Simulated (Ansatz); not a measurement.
Geometry relaxation, with input and output: TiSi5 (part 1 of 2)

- system: TiSi5 (P6/mmm, 6 atoms in the cell)
- method: DFT PBE, scalar-relativistic, plane waves, PAW, no spin polarisation (Ansatz 0.2.0)

The structure derives from a Materials Project entry. It belongs to a series of runs on one base structure; here: 5 of 6 Ti sites taken by Si, cell and atoms relaxed. Figures and captions count atoms from 1; the log counts them from 0 in places.

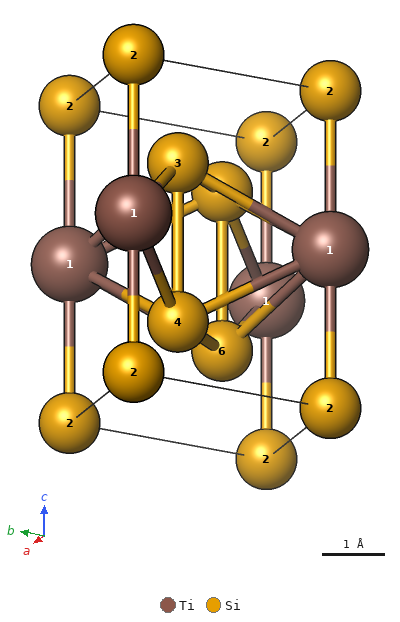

*The starting structure (ball-and-stick view of the cell of the calculation, set on other vectors, seen at an oblique angle; atoms are numbered from 1 in the order of the input).*

## Key numbers

- outcome: converged
- space group (tolerance 0.01 Å): P6/mmm (191)
- electrons treated: 32
- free energy: −5678.1192 eV
- Fermi energy: 11.508 eV
- gap on the k-point mesh: none (metallic)
- pressure: −0.04 GPa
- final volume: 87.10 Å³
- largest force (length of the vector) at the end: 0.001 eV/Å
- final cell: a = 4.472 Å, b = 4.472 Å, c = 5.030 Å, α = 90.00°, β = 90.00°, γ = 120.00°
- hardware: 1 thread of Intel Xeon (Granite Rapids), 128 GiB of memory available, shared host
- wall time: 29 s
- peak memory: 0.49 GiB

## Input file
```yaml
crystal:
  lattice:
    - [2.2259146306, -3.8553972336, 0.0]
    - [-4.4518292613, 0.0, 0.0]
    - [0.0, 0.0, -5.292254178]
  atoms:
    - { symbol: Ti, position: [0.0, 1.0, 0.5] }
    - { symbol: Si, position: [0.0, 1.0, 0.0] }
    - { symbol: Si, position: [0.3333333333, 0.6666666667, 0.25] }
    - { symbol: Si, position: [0.3333333333, 0.6666666667, 0.75] }
    - { symbol: Si, position: [0.6666666667, 0.3333333333, 0.25] }
    - { symbol: Si, position: [0.6666666667, 0.3333333333, 0.75] }
basis:
  ecutwfc: 420
kpoints:
  mp_grid: { grid: [12, 12, 8] }
hamiltonian:
  xc: pbe
scf:
  occupations: { method: gaussian, width: 0.1 }
output:
  forces: true
  stress: true
  eigenvalues: true
relax:
  adjacent_minimum: "off"
  f_tol: 0.015
  max_steps: 60
  cell: { stress_tol: 0.15 }
```

Launch command:
```bash
ansatz run input.yaml --threads 1 --pin off --max-ram 2560MiB --backend cpu --events-out ev --progress --plain --runs-dir out
```

## Output
```
Engine: ansatz 0.2.0, x86_64-unknown-linux-gnu
Pseudopotentials: kind: paw
Pseudopotential: Ti, paw, valence charge 12, recommended cutoff 420 eV (normal), Ti.paw.azcp
Pseudopotential: Si, paw, valence charge 4, recommended cutoff 420 eV (normal), Si.paw.azcp
Functional definition: PBE
  parameter kappa = 0.804
  parameter beta = 0.06672455060314922
  exchange = pbe_x(kappa = kappa, mu = beta*pi^2/3)
  correlation = pbe_c(beta = beta)
Crystal: 6 atoms, lattice volume = 90.834 Å³
Basis set: ecut = 420 eV, 1811 PW (Γ), exchange–correlation on 60×60×72 points (8 copies of the dense FFT grid, shifted against one another)
Bands: 22, of which v1, the nominal top of the filled ones, is band 16 counted from 1 (15 counted from 0)
Symmetry: 24 space group operations
Space group: P6/mmm (ITA 191), of the structure as read, at distance tolerance 4.5e-5 Å
k-points: 95 of 1152
Non-local potential: Ti, projectors of the file, l = 0: 3, l = 1: 2, l = 2: 3, l = 3: 1
Non-local potential: Si, projectors of the file, l = 0: 2, l = 1: 2, l = 2: 2
PAW form: soft (Blöchl's): semilocal exchange-correlation on the pseudo side does not see the compensation charge
PAW one-centre angular grid: Ti, 590 points (default); XC on 64 Gauss nodes
PAW one-centre angular grid: Si, 110 points (default); XC on 64 Gauss nodes
Initial density: superposition of atomic densities (neutral atoms: chi_scale 0, normalization atom), corrected by the library's trained network
Initial wavefunctions: pseudopotential atomic-orbital guess
Functional: x = pbe(κ = 0.804, μ = 0.2195149727645171), c = pbe(β = 0.06672455060314922)
SCF iter   1: F=—  HF=-5677.957928 eV  |F-HF|=—  |Δ(HF+E_count)|=         —  Δρ=8.92e-3  dr2=1.71e-1  ethr=1.77e-3  ⟨swp⟩=6.2  Hψ=11066  notcnv=0
preconditioner: auto → Kerker (q_TF=auto, 2.293 Å⁻¹)  [metal: Δε(μ)=0.014 eV  Ē_g=6.634 eV  σ=0.100 eV  W_gap=0.08  n_scr=20 (ndim 8)  ℏωp=19.1 eV  f_vac=0.000  D(μ)=4.92/eV (n_scr^D=52)]
SCF iter   2: F=—  HF=-5677.945500 eV  |F-HF|=—  |Δ(HF+E_count)|=   1.24e-2  Δρ=4.68e-3  dr2=4.65e-2  ethr=5.35e-4  ⟨swp⟩=1.5  Hψ=2914  notcnv=0  defer=4
SCF iter   3: F=—  HF=-5677.941505 eV  |F-HF|=—  |Δ(HF+E_count)|=   3.99e-3  Δρ=7.92e-4  dr2=6.02e-4  ethr=1.45e-4  ⟨swp⟩=2.0  Hψ=2306  notcnv=0  defer=4
SCF iter   4: F=—  HF=-5677.941514 eV  |F-HF|=—  |Δ(HF+E_count)|=   8.53e-6  Δρ=2.93e-4  dr2=1.71e-4  ethr=1.88e-6  ⟨swp⟩=2.2  Hψ=2869  notcnv=0  defer=4
SCF iter   5: F=—  HF=-5677.941502 eV  |F-HF|=—  |Δ(HF+E_count)|=   1.13e-5  Δρ=7.31e-5  dr2=1.07e-5  ethr=5.34e-7  ⟨swp⟩=1.3  Hψ=2039  notcnv=0  defer=4
SCF iter   6: F=—  HF=-5677.941557 eV  |F-HF|=—  |Δ(HF+E_count)|=   5.44e-5  Δρ=2.22e-5  dr2=9.21e-7  ethr=3.34e-8  ⟨swp⟩=1.2  Hψ=2146  notcnv=0  defer=41
SCF iter   7: F=-5677.941557 eV  HF=-5677.941557 eV  |F-HF|=5.11e-9  |Δ(HF+E_count)|=   4.20e-8  Δρ=2.19e-6  dr2=6.59e-9  ethr=3.13e-10  ⟨swp⟩=7.8  Hψ=9036  notcnv=0
SCF 1 converged in 7 iterations: F = -5677.941557 eV  dr2 = 6.59e-9
  greatest PAW one-centre occupation: 0.999 electrons in one spin orbital (limit 2), on the Ti atom at site 0 (counted from 0), in its partial waves of l = 0
relax step   1: F+E_penalty+E_count = -5677.94155656 eV  Δ(F+E_penalty+E_count) = +0.000e0 eV  max|allowed force component| = 4.864e-2 eV/Å  Δτ_max = 0.0000 Å  P = -4.750 GPa  Ω = 90.834 Å³  (7 SCF iters, dr2 threshold 1.00e-7 eV, accepted)
Crystal: 6 atoms, lattice volume = 86.601 Å³
Basis set: ecut = 420 eV, 1727 PW (Γ), exchange–correlation on 60×60×72 points (8 copies of the dense FFT grid, shifted against one another)
Initial density: handed on by an earlier stage of this run
Initial wavefunctions: those handed on with the density
iter 1 solved again at ethr=4.77e-4 eV; its pass at ethr=3.10e-3 eV (dr2=1.53e-1 eV) is discarded
SCF iter   1: F=—  HF=-5678.132906 eV  |F-HF|=—  |Δ(HF+E_count)|=         —  Δρ=8.88e-3  dr2=1.53e-1  ethr=4.77e-4  ⟨swp⟩=1.0  Hψ=12595  notcnv=0
preconditioner: auto → Kerker (q_TF=auto, 2.311 Å⁻¹)  [metal: Δε(μ)=0.006 eV  Ē_g=6.812 eV  σ=0.100 eV  W_gap=0.04  n_scr=20 (ndim 8)  ℏωp=19.5 eV  f_vac=0.000  D(μ)=4.30/eV (n_scr^D=40)]
SCF iter   2: F=—  HF=-5678.118725 eV  |F-HF|=—  |Δ(HF+E_count)|=   1.42e-2  Δρ=4.67e-3  dr2=4.30e-2  ethr=4.77e-4  ⟨swp⟩=1.0  Hψ=2090  notcnv=0
SCF iter   3: F=—  HF=-5678.112205 eV  |F-HF|=—  |Δ(HF+E_count)|=   6.52e-3  Δρ=4.05e-4  dr2=1.30e-4  ethr=1.34e-4  ⟨swp⟩=1.5  Hψ=2255  notcnv=0
SCF iter   4: F=—  HF=-5678.112218 eV  |F-HF|=—  |Δ(HF+E_count)|=   1.27e-5  Δρ=1.30e-4  dr2=1.87e-5  ethr=4.06e-7  ⟨swp⟩=2.2  Hψ=3279  notcnv=0
iter 5 did not close the SCF: its close was put off for the readings that it lacked (scf_convergence_deferred on its scf_iter line)
SCF iter   5: F=-5678.112217 eV  HF=-5678.112217 eV  |F-HF|=2.17e-7  |Δ(HF+E_count)|=   8.65e-7  Δρ=2.46e-5  dr2=5.04e-7  ethr=5.84e-8  ⟨swp⟩=2.0  Hψ=2522  notcnv=0
SCF iter   6: F=-5678.112217 eV  HF=-5678.112217 eV  |F-HF|=1.27e-8  |Δ(HF+E_count)|=   9.00e-8  Δρ=5.45e-6  dr2=2.19e-8  ethr=1.58e-9  ⟨swp⟩=3.1  Hψ=8428  notcnv=0
SCF 2 converged in 6 iterations: F = -5678.112217 eV  dr2 = 2.19e-8
relax step   2: F+E_penalty+E_count = -5678.11221678 eV  Δ(F+E_penalty+E_count) = -1.707e-1 eV  max|allowed force component| = 3.204e-2 eV/Å  Δτ_max = 0.0037 Å  P = +0.408 GPa  Ω = 86.601 Å³  energy of the carried Pulay correction = +7.161e-4 eV  (6 SCF iters, dr2 threshold 6.00e-7 eV, accepted)
Crystal: 6 atoms, lattice volume = 87.219 Å³
Basis set: ecut = 420 eV, 1703 PW (Γ), exchange–correlation on 60×60×72 points (8 copies of the dense FFT grid, shifted against one another)
iter 1 solved again at ethr=1.79e-5 eV; its pass at ethr=3.10e-3 eV (dr2=5.72e-3 eV) is discarded
SCF iter   1: F=—  HF=-5678.119757 eV  |F-HF|=—  |Δ(HF+E_count)|=         —  Δρ=2.32e-3  dr2=6.58e-3  ethr=1.79e-5  ⟨swp⟩=2.0  Hψ=12575  notcnv=0
preconditioner: auto → Kerker (q_TF=auto, 2.308 Å⁻¹)  [metal: Δε(μ)=0.015 eV  Ē_g=6.834 eV  σ=0.100 eV  W_gap=0.09  n_scr=20 (ndim 8)  ℏωp=19.5 eV  f_vac=0.000  D(μ)=4.10/eV (n_scr^D=28)]
SCF iter   2: F=—  HF=-5678.118660 eV  |F-HF|=—  |Δ(HF+E_count)|=   1.10e-3  Δρ=1.31e-3  dr2=2.06e-3  ethr=1.79e-5  ⟨swp⟩=1.0  Hψ=2090  notcnv=0
SCF iter   3: F=—  HF=-5678.118119 eV  |F-HF|=—  |Δ(HF+E_count)|=   5.40e-4  Δρ=1.01e-4  dr2=6.87e-6  ethr=6.44e-6  ⟨swp⟩=2.4  Hψ=3217  notcnv=0
SCF iter   4: F=—  HF=-5678.118089 eV  |F-HF|=—  |Δ(HF+E_count)|=   3.09e-5  Δρ=2.21e-5  dr2=2.82e-7  ethr=2.15e-8  ⟨swp⟩=2.5  Hψ=3320  notcnv=0
iter 5 did not close the SCF: its close was put off for the readings that it lacked (scf_convergence_deferred on its scf_iter line)
SCF iter   5: F=-5678.118089 eV  HF=-5678.118089 eV  |F-HF|=1.15e-8  |Δ(HF+E_count)|=   4.03e-8  Δρ=3.95e-6  dr2=1.64e-8  ethr=8.82e-10  ⟨swp⟩=2.6  Hψ=3501  notcnv=0
SCF iter   6: F=-5678.118089 eV  HF=-5678.118089 eV  |F-HF|=6.40e-10  |Δ(HF+E_count)|=  9.76e-10  Δρ=1.15e-6  dr2=8.87e-10  ethr=5.12e-11  ⟨swp⟩=1.9  Hψ=6233  notcnv=0
the search or the solves at the SCF's close seem to have found levels that the self-consistency loop had missed (the run counts 1). By its estimate they hold under 1e-12 electrons; where the run keeps them, the occupations were computed again with them
SCF 3 converged in 6 iterations: F = -5678.118089 eV  dr2 = 8.87e-10
relax step   3: F+E_penalty+E_count = -5678.11808857 eV  Δ(F+E_penalty+E_count) = -5.872e-3 eV  max|allowed force component| = 1.882e-2 eV/Å  Δτ_max = 0.0039 Å  P = -0.075 GPa  Ω = 87.219 Å³  energy of the carried Pulay correction = +6.094e-4 eV  (6 SCF iters, dr2 threshold 6.00e-7 eV, accepted)
Crystal: 6 atoms, lattice volume = 87.101 Å³
iter 1 solved again at ethr=1.33e-6 eV; its pass at ethr=3.10e-3 eV (dr2=4.25e-4 eV) is discarded
SCF iter   1: F=—  HF=-5678.119744 eV  |F-HF|=—  |Δ(HF+E_count)|=         —  Δρ=7.08e-4  dr2=5.27e-4  ethr=1.33e-6  ⟨swp⟩=2.4  Hψ=12010  notcnv=0
preconditioner: auto → Kerker (q_TF=auto, 2.309 Å⁻¹)  [metal: Δε(μ)=0.008 eV  Ē_g=6.840 eV  σ=0.100 eV  W_gap=0.04  n_scr=20 (ndim 8)  ℏωp=19.5 eV  f_vac=0.000  D(μ)=4.24/eV (n_scr^D=28)]
SCF iter   2: F=—  HF=-5678.119598 eV  |F-HF|=—  |Δ(HF+E_count)|=   1.46e-4  Δρ=3.99e-4  dr2=1.72e-4  ethr=1.33e-6  ⟨swp⟩=1.0  Hψ=2090  notcnv=0
SCF iter   3: F=—  HF=-5678.119544 eV  |F-HF|=—  |Δ(HF+E_count)|=   5.40e-5  Δρ=3.55e-5  dr2=1.18e-6  ethr=5.37e-7  ⟨swp⟩=2.4  Hψ=3254  notcnv=0
iter 4 did not close the SCF: its close was put off for the readings that it lacked (scf_convergence_deferred on its scf_iter line)
SCF iter   4: F=-5678.119544 eV  HF=-5678.119544 eV  |F-HF|=5.04e-9  |Δ(HF+E_count)|=   2.72e-7  Δρ=9.27e-6  dr2=4.11e-8  ethr=3.67e-9  ⟨swp⟩=2.5  Hψ=3283  notcnv=0
iter 5 did not close the SCF: its close was put off for the readings that it lacked (scf_convergence_deferred on its scf_iter line)
SCF iter   5: F=-5678.119544 eV  HF=-5678.119544 eV  |F-HF|=1.65e-10  |Δ(HF+E_count)|=   1.02e-8  Δρ=1.05e-6  dr2=8.67e-10  ethr=1.29e-10  ⟨swp⟩=2.0  Hψ=3370  notcnv=0
SCF iter   6: F=-5678.119544 eV  HF=-5678.119544 eV  |F-HF|=1.00e-11  |Δ(HF+E_count)|=  1.27e-11  Δρ=1.47e-7  dr2=2.20e-11  ethr=2.71e-12  ⟨swp⟩=1.0  Hψ=5929  notcnv=0
SCF 4 converged in 6 iterations: F = -5678.119544 eV  dr2 = 2.20e-11
relax step   4: F+E_penalty+E_count = -5678.11954404 eV  Δ(F+E_penalty+E_count) = -1.455e-3 eV  max|allowed force component| = 7.516e-4 eV/Å  Δτ_max = 0.0006 Å  P = -0.036 GPa  Ω = 87.101 Å³  energy of the carried Pulay correction = +6.299e-4 eV  (6 SCF iters, dr2 threshold 6.00e-7 eV, accepted)
Initial wavefunctions: pseudopotential atomic-orbital guess (no wavefunctions were taken with the density)
iter 1 solved again at ethr=6.91e-7 eV; its pass at ethr=3.10e-3 eV (dr2=2.21e-4 eV) is discarded
SCF iter   1: F=—  HF=-5678.119205 eV  |F-HF|=—  |Δ(HF+E_count)|=         —  Δρ=4.33e-5  dr2=1.95e-7  ethr=6.91e-7  ⟨swp⟩=2.5  Hψ=15926  notcnv=0
eigensolver tolerance schedule: the retry pair's looser diagonalisation over-reported the residual by 1131.95 of it (diagonalisation noise at 0.34 of the residual, at the tolerance the schedule requests for it); recorded, not acted on — ethr = c·dr2/N_el stays at c = 1.0e-1
preconditioner: auto → Kerker (q_TF=auto, 2.309 Å⁻¹)  [metal: Δε(μ)=0.002 eV  Ē_g=6.840 eV  σ=0.100 eV  W_gap=0.01  n_scr=20 (ndim 8)  ℏωp=19.5 eV  f_vac=0.000  D(μ)=4.24/eV (n_scr^D=28)]
SCF iter   2: F=—  HF=-5678.119172 eV  |F-HF|=—  |Δ(HF+E_count)|=   3.31e-5  Δρ=2.22e-5  dr2=5.39e-8  ethr=6.10e-10  ⟨swp⟩=2.1  Hψ=3585  notcnv=0
SCF iter   3: F=—  HF=-5678.119172 eV  |F-HF|=—  |Δ(HF+E_count)|=   1.72e-7  Δρ=2.79e-6  dr2=9.80e-10  ethr=1.68e-10  ⟨swp⟩=2.2  Hψ=3511  notcnv=0
iter 4 did not close the SCF: its close was put off for the readings that it lacked (scf_convergence_deferred on its scf_iter line)
SCF iter   4: F=-5678.119172 eV  HF=-5678.119172 eV  |F-HF|=9.00e-11  |Δ(HF+E_count)|=   2.82e-9  Δρ=4.74e-7  dr2=1.93e-10  ethr=3.06e-12  ⟨swp⟩=2.0  Hψ=3500  notcnv=0
iter 5 did not close the SCF: its close was put off for the readings that it lacked (scf_convergence_deferred on its scf_iter line)
SCF iter   5: F=-5678.119172 eV  HF=-5678.119172 eV  |F-HF|=1.82e-12  |Δ(HF+E_count)|=  2.18e-11  Δρ=8.66e-8  dr2=6.40e-12  ethr=1.00e-12  ⟨swp⟩=1.0  Hψ=2092  notcnv=0
SCF iter   6: F=-5678.119172 eV  HF=-5678.119172 eV  |F-HF|=0.00e0  |Δ(HF+E_count)|=    0.00e0  Δρ=1.79e-8  dr2=2.17e-13  ethr=1.00e-12  ⟨swp⟩=1.9  Hψ=4980  notcnv=0
SCF 5 converged in 6 iterations: F = -5678.119172 eV  dr2 = 2.17e-13
relax step   5: F+E_penalty+E_count = -5678.11917193 eV  Δ(F+E_penalty+E_count) = +3.721e-4 eV  max|allowed force component| = 7.589e-4 eV/Å  Δτ_max = 0.0000 Å  P = -0.041 GPa  Ω = 87.101 Å³  stress off target by 8.63e-2 GPa  SCF on the basis re-selected at this cell (its energy is not comparable with the rows above)  (6 SCF iters)
```
